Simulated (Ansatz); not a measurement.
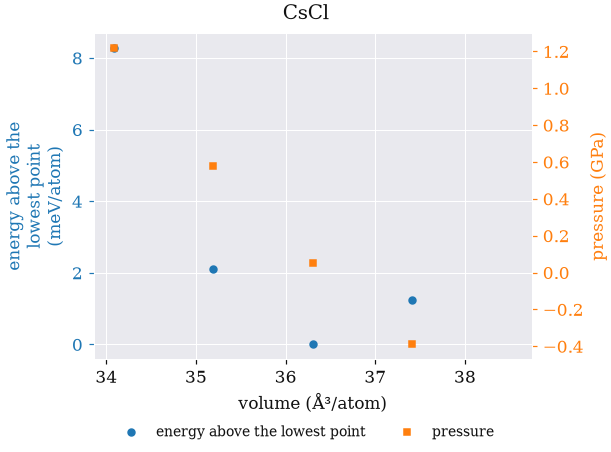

The picture above shows the energy above the lowest point and pressure against volume for CsCl, space group Pm-3m (No. 221) (one of a set of cubic test structures, which need not be the stable phase).

How it was computed, with Ansatz 0.2.0 development build: equation of state of a cubic crystal from periodic Kohn-Sham density functional theory without spin, third-order Birch-Murnaghan fit to the free energies; pressure corrected for the finite basis. Level: HSE06.

```
                setting          value
         structure type           CsCl
          atoms in cell              2
     space group number            221
       lattice centring   simple cubic
                 k mesh          4×4×4
      occupation method    Fermi–Dirac
       occupation width        0.05 eV
            wave cutoff         660 eV
               datasets  hand-made PAW
      density tolerance           0 eV
                  bands             12
   density cutoff ratio              4
search for lower states        default
   exchange singularity    regularized
```

The point at volume 38.53 Å³/atom is left out of the plot. What does the calculation give there?

```csv
volume (Å³/atom),energy above the lowest point (meV/atom),pressure (GPa)
38.53,5.28,-0.760
```
